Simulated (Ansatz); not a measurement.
## Single-point calculation, with input and output: MnO (part 1 of 2)

- system: MnO (Fm-3m, 4 atoms in the cell)
- method: DFT PBEsol+U, non-collinear, scalar-relativistic, plane waves, PAW, Ueff = 8 eV on Mn atom 1 d; Ueff = 8 eV on Mn atom 3 d (Ansatz 0.2.0)

The structure derives from an entry of the Crystallography Open Database. It belongs to a series of runs on one base structure; here: canted directions held. Figures and captions count atoms from 1; the log counts them from 0 in places.

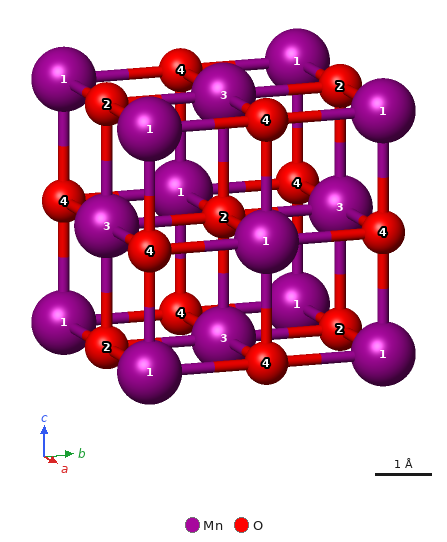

**Figure 1.** The structure as given in the input (ball-and-stick view of the cell 2 times as large as that of the calculation, set on its symmetry axes, seen slightly off an axis; atoms are numbered from 1 in the order of the input). Near neighbours in the crystal (not all of them lie inside the picture): Mn has 6 O at 2.22 Å; O has 6 Mn at 2.22 Å.

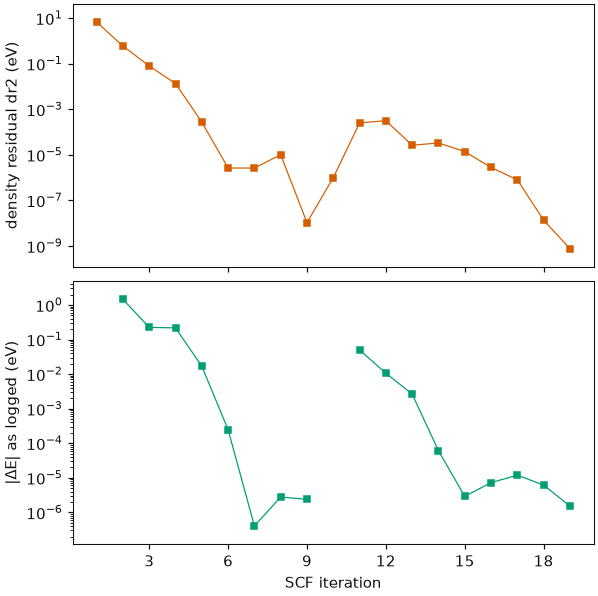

**Figure 2.** Convergence of the self-consistent field: density residual dr2 and size of the energy change against the SCF iteration. The residual falls unevenly and jumps up by a factor of two or more 3 times on the way down.

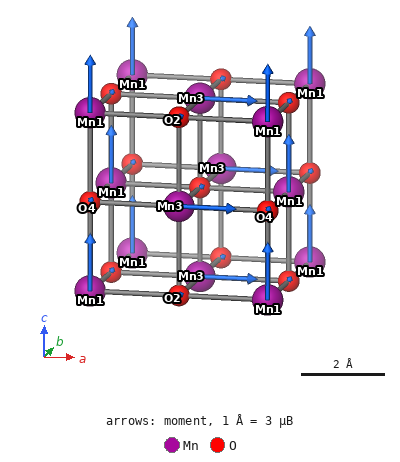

**Figure 3.** Magnetic moments of the sites as blue arrows (ball-and-stick view of the cell 2 times as large as that of the calculation, set on its symmetry axes, seen slightly off an axis; atoms are numbered from 1 in the order of the input); small moments hardly show. Site moments: Mn1, Mn3 (4.36 μB); O2, O4 (0.43 μB). They are counted near the atoms and needn't add up to the moment of the cell.

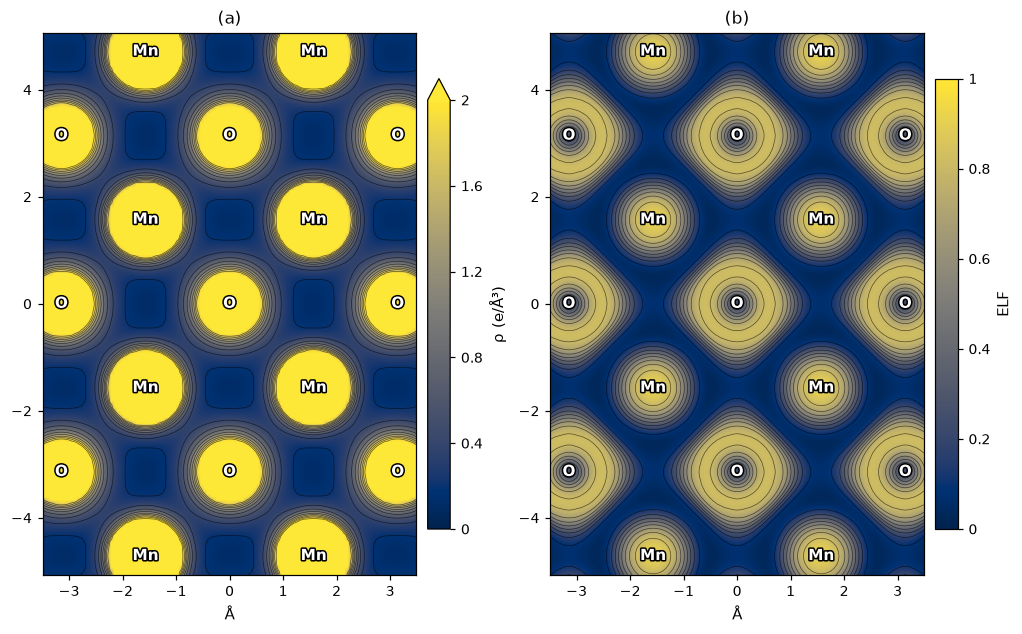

**Figure 4.** (a) valence electron density; (b) electron localisation function on the (011) plane of the calculation cell. Atoms in the plane: O and Mn. Mn–O (2.22 Å): the density is about 0.37 e/Å³ at the midpoint; the ELF is about 0.10 at the midpoint. Away from the nuclei the density in this plane falls to 0.12 e/Å³ at its lowest. The strong features right at Mn lie inside the PAW spheres (semicore, d or f shells) and say nothing about bonding. The fields are those of the smooth PAW valence density.

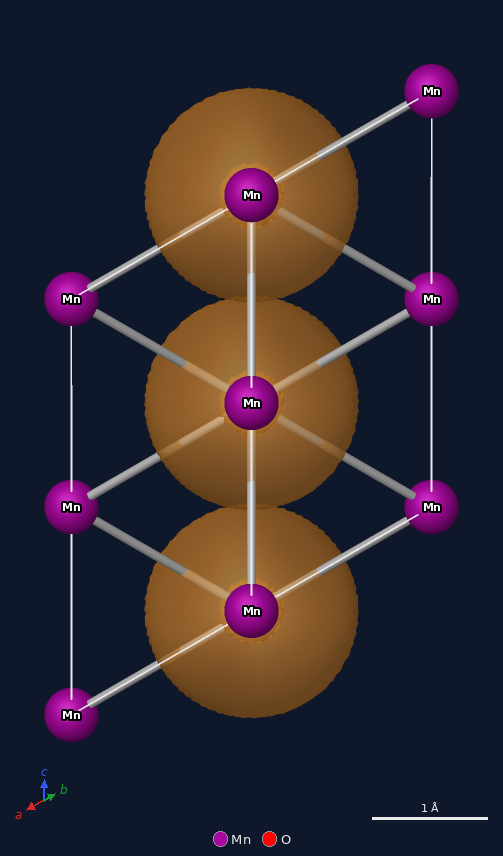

**Figure 5.** Isosurface of the ELF at 0.6 (orange), seen along [110]. Only the valence region is drawn (cores and ρ < 0.01 e/Å³ removed). Sticks mark near contacts. The outline is the calculation cell. Profiles from the grid: Mn–O (2.22 Å): the ELF is about 0.10 at the midpoint.

These pictures come from the run below.

Input file:
```yaml
crystal:
  lattice:
    - [0.0, 2.22200033, 2.22200033]
    - [4.44400066, 2.22200033, 2.22200033]
    - [4.44400066, 4.44400066, 0.0]
  atoms:
    - { symbol: Mn, position: [0.0, 0.0, 0.0], spin: 5.0, spin_axis: [0.0, 0.0, 1.0] }
    - { symbol: O, position: [0.5, 0.5, 0.0] }
    - { symbol: Mn, position: [0.0, 0.0, 0.5], spin: 5.0, spin_axis: [1.0, 0.0, 0.0] }
    - { symbol: O, position: [0.5, 0.5, 0.5] }
basis:
  ecutwfc: 420
  ecutrho_ratio: 4
kpoints:
  mp_grid: { grid: [7, 7, 7] }
hamiltonian:
  xc: pbesol
  hubbard:
    sites:
      - { site: 0, l: d, u_eff: 8.0, starting_ns: [{ occupation_matrix: s0 }] }
      - { site: 2, l: d, u_eff: 8.0, starting_ns: [{ occupation_matrix: s2 }] }
    occupation_matrices:
      s0:
        spinor_matrix:
          - [[0.97, 0.0], [0.0, 0.0], [0.0, 0.0], [0.0, 0.0], [0.0, 0.0], [0.0, 0.0], [0.0, 0.0], [0.0, 0.0], [0.0, 0.0], [0.0, 0.0]]
          - [[0.0, 0.0], [0.97, 0.0], [0.0, 0.0], [0.0, 0.0], [0.0, 0.0], [0.0, 0.0], [0.0, 0.0], [0.0, 0.0], [0.0, 0.0], [0.0, 0.0]]
          - [[0.0, 0.0], [0.0, 0.0], [0.97, 0.0], [0.0, 0.0], [0.0, 0.0], [0.0, 0.0], [0.0, 0.0], [0.0, 0.0], [0.0, 0.0], [0.0, 0.0]]
          - [[0.0, 0.0], [0.0, 0.0], [0.0, 0.0], [0.97, 0.0], [0.0, 0.0], [0.0, 0.0], [0.0, 0.0], [0.0, 0.0], [0.0, 0.0], [0.0, 0.0]]
          - [[0.0, 0.0], [0.0, 0.0], [0.0, 0.0], [0.0, 0.0], [0.97, 0.0], [0.0, 0.0], [0.0, 0.0], [0.0, 0.0], [0.0, 0.0], [0.0, 0.0]]
          - [[0.0, 0.0], [0.0, 0.0], [0.0, 0.0], [0.0, 0.0], [0.0, 0.0], [0.02, 0.0], [0.0, 0.0], [0.0, 0.0], [0.0, 0.0], [0.0, 0.0]]
          - [[0.0, 0.0], [0.0, 0.0], [0.0, 0.0], [0.0, 0.0], [0.0, 0.0], [0.0, 0.0], [0.02, 0.0], [0.0, 0.0], [0.0, 0.0], [0.0, 0.0]]
          - [[0.0, 0.0], [0.0, 0.0], [0.0, 0.0], [0.0, 0.0], [0.0, 0.0], [0.0, 0.0], [0.0, 0.0], [0.02, 0.0], [0.0, 0.0], [0.0, 0.0]]
          - [[0.0, 0.0], [0.0, 0.0], [0.0, 0.0], [0.0, 0.0], [0.0, 0.0], [0.0, 0.0], [0.0, 0.0], [0.0, 0.0], [0.02, 0.0], [0.0, 0.0]]
          - [[0.0, 0.0], [0.0, 0.0], [0.0, 0.0], [0.0, 0.0], [0.0, 0.0], [0.0, 0.0], [0.0, 0.0], [0.0, 0.0], [0.0, 0.0], [0.02, 0.0]]
      s2:
        spinor_matrix:
          - [[0.495, 0.0], [0.0, 0.0], [0.0, 0.0], [0.0, 0.0], [0.0, 0.0], [0.475, 0.0], [0.0, 0.0], [0.0, 0.0], [0.0, 0.0], [0.0, 0.0]]
          - [[0.0, 0.0], [0.495, 0.0], [0.0, 0.0], [0.0, 0.0], [0.0, 0.0], [0.0, 0.0], [0.475, 0.0], [0.0, 0.0], [0.0, 0.0], [0.0, 0.0]]
          - [[0.0, 0.0], [0.0, 0.0], [0.495, 0.0], [0.0, 0.0], [0.0, 0.0], [0.0, 0.0], [0.0, 0.0], [0.475, 0.0], [0.0, 0.0], [0.0, 0.0]]
          - [[0.0, 0.0], [0.0, 0.0], [0.0, 0.0], [0.495, 0.0], [0.0, 0.0], [0.0, 0.0], [0.0, 0.0], [0.0, 0.0], [0.475, 0.0], [0.0, 0.0]]
          - [[0.0, 0.0], [0.0, 0.0], [0.0, 0.0], [0.0, 0.0], [0.495, 0.0], [0.0, 0.0], [0.0, 0.0], [0.0, 0.0], [0.0, 0.0], [0.475, 0.0]]
          - [[0.475, 0.0], [0.0, 0.0], [0.0, 0.0], [0.0, 0.0], [0.0, 0.0], [0.495, 0.0], [0.0, 0.0], [0.0, 0.0], [0.0, 0.0], [0.0, 0.0]]
          - [[0.0, 0.0], [0.475, 0.0], [0.0, 0.0], [0.0, 0.0], [0.0, 0.0], [0.0, 0.0], [0.495, 0.0], [0.0, 0.0], [0.0, 0.0], [0.0, 0.0]]
          - [[0.0, 0.0], [0.0, 0.0], [0.475, 0.0], [0.0, 0.0], [0.0, 0.0], [0.0, 0.0], [0.0, 0.0], [0.495, 0.0], [0.0, 0.0], [0.0, 0.0]]
          - [[0.0, 0.0], [0.0, 0.0], [0.0, 0.0], [0.475, 0.0], [0.0, 0.0], [0.0, 0.0], [0.0, 0.0], [0.0, 0.0], [0.495, 0.0], [0.0, 0.0]]
          - [[0.0, 0.0], [0.0, 0.0], [0.0, 0.0], [0.0, 0.0], [0.475, 0.0], [0.0, 0.0], [0.0, 0.0], [0.0, 0.0], [0.0, 0.0], [0.495, 0.0]]
    ns_hold: { iters: 8 }
scf:
  occupations: { method: gaussian, width: 0.05 }
  lower_state_search: "off"
  max_iter: 150
output:
  forces: true
  stress: true
  eigenvalues: true
  populations: true
  hubbard: { sites: [{ site: 0, l: d }, { site: 2, l: d }] }
  write_density: true
  write_potential: true
  elf: true
  volumetric_format: npy
magnetization:
  noncollinear: true
  spin_orbit: false
  spin_locking: { lock_directions: true }
```

Launched with:
```bash
ansatz run input.yaml --threads 2 --pin off --max-ram 3072MiB --backend cpu --events-out ev --progress --plain --runs-dir out
```

Log:
```
Warning: output.stress: scf.convergence.dr2_threshold = 1e-7 eV (the SCF's general default) is looser than the 4e-10 eV advised for a printed stress (1e-10 eV for each atom of the cell: 4). What an SCF threshold leaves in a stress goes as its square root, and in the free energy as the threshold itself, and one threshold admits the most on a small cell: of the crystals measured, under no hybrid functional and no lock of the moments, on runs that ended without the residual-converged pass, on stresses that held no estimate of that error, the worst erred by over 100 MPa in a component at 1e-7 eV an atom and by under 5 at 1e-10. Set scf.convergence.dr2_threshold to 4e-10 eV or tighter. The threshold is an SCF's pass mark: one that does not reach it within its budget of iterations ends unconverged, or closes short of it on a stop that the run arms, and scf.convergence.dr2_threshold's page says what that costs each kind of run
Warning: output.stress: the lock of the moments that magnetization.spin_locking holds to the close lets an SCF meet its threshold on dr2 anywhere within the lock's freeze window, and the stress can move with the moments there: no threshold on dr2 bounds that. The window is the square root of the freeze energy over magnetization.spin_locking.lambda. Set magnetization.spin_locking.freeze_energy_tol to 1e-7 of magnetization.spin_locking.lambda or tighter (1e-7 eV at magnetization.spin_locking.lambda's default), and hold the SCF's own gates tight with it: the threshold on dr2 and, on a non-collinear run, whose gate on the magnetisation can be let go, scf.convergence.magnetization_residual_energy_tol, under 2e-7 eV over the cell's volume in cubic angstroms (a run under these bars is not thereby shown to hold its stress)
basis.fft_grid_basis auto: the FFT boxes are laid along the combinations [[1, 0, 0], [-1, 1, 0], [0, -1, 1]] of the cell's own vectors, 3.142, 4.444 and 3.142 Å long. The dense box has 24×30×24 points. Along the cell's own vectors, as sized, it would have 24×40×45, 2.50 times as many. basis.fft_grid_basis: typed keeps the cell's own vectors: state it where this run's energies or levels are differenced outside the engine with another run's, or held beside a run that keeps those vectors. Those combinations have planes normal to reciprocal vector 3, as the cell's own vectors have. Each planar average written beside output.write_density, output.write_potential has a row for each plane of the box: 24. The volumetric files lie along those combinations, not along the cell's own vectors: a cube or XSF file states them, and fields.json those of NumPy files.
Mn: projections on atomic orbitals take those of the free atom [Ne] 3s2 3p6 3d5 4s2, of charge +0.00 (hamiltonian.pseudopotentials.projection_atoms); the dataset's partial waves leave at most 9.0e-7 of an orbital's norm unspanned inside its sphere
O: projections on atomic orbitals take those of the free atom [He] 2s2 2p4, of charge +0.00 (hamiltonian.pseudopotentials.projection_atoms); the dataset's partial waves leave at most 1.9e-8 of an orbital's norm unspanned inside its sphere
Engine: ansatz 0.2.0, x86_64-unknown-linux-gnu
Pseudopotentials: kind: paw
Pseudopotential: Mn, paw, valence charge 15, recommended cutoff 420 eV (normal), Mn.paw.azcp
Pseudopotential: O, paw, valence charge 6, recommended cutoff 420 eV (normal), O.paw.azcp
Functional definition: PBEsol
  exchange = pbesol_x
  correlation = pbesol_c
Crystal: 4 atoms, lattice volume = 43.883 Å³
Basis set: ecut = 420 eV, 855 PW (Γ), FFT grids on a1, −a1+a2, −a2+a3, exchange–correlation on 48×60×48 points (8 copies of the dense FFT grid, shifted against one another)
Bands: 52, of which v1, the nominal top of the filled ones, is band 42 counted from 1 (41 counted from 0)
Symmetry: 2 space group operations + 2 with time reversal
Magnetic group: BNS 12.62 (UNI 69), of the structure as read, at distance tolerance 3.5e-5 Å
k-points: 100 of 343 (time reversal used)
Non-local potential: Mn, projectors of the file, l = 0: 3, l = 1: 2, l = 2: 3, l = 3: 1
Non-local potential: O, projectors of the file, l = 0: 2, l = 1: 2, l = 2: 1
PAW form: soft (Blöchl's): semilocal exchange-correlation on the pseudo side does not see the compensation charge
PAW frozen core: Mn, regenerated for the run's functional, and the local potential with it (the file was generated under x = pbe(κ = 0.804, μ = 0.2195149727645171), c = pbe(β = 0.06672455060314922))
PAW frozen core: O, regenerated for the run's functional, and the local potential with it (the file was generated under x = pbe(κ = 0.804, μ = 0.2195149727645171), c = pbe(β = 0.06672455060314922))
PAW one-centre angular grid: Mn, 590 points (default); XC on 64 Gauss nodes
PAW one-centre angular grid: O, 110 points (default); XC on 64 Gauss nodes
Initial density: superposition of atomic densities (chi_scale 0.1, normalization cell, long waves kept (reshape's long-wave potential 0.00 eV rms))
Starting moments: Σ|m| = 10 μB on 2 of 4 sites
Initial wavefunctions: pseudopotential atomic-orbital guess
Functional: x = pbesol(κ = 0.804, μ = 0.12345679012345678), c = pbesol(β = 0.046)
```
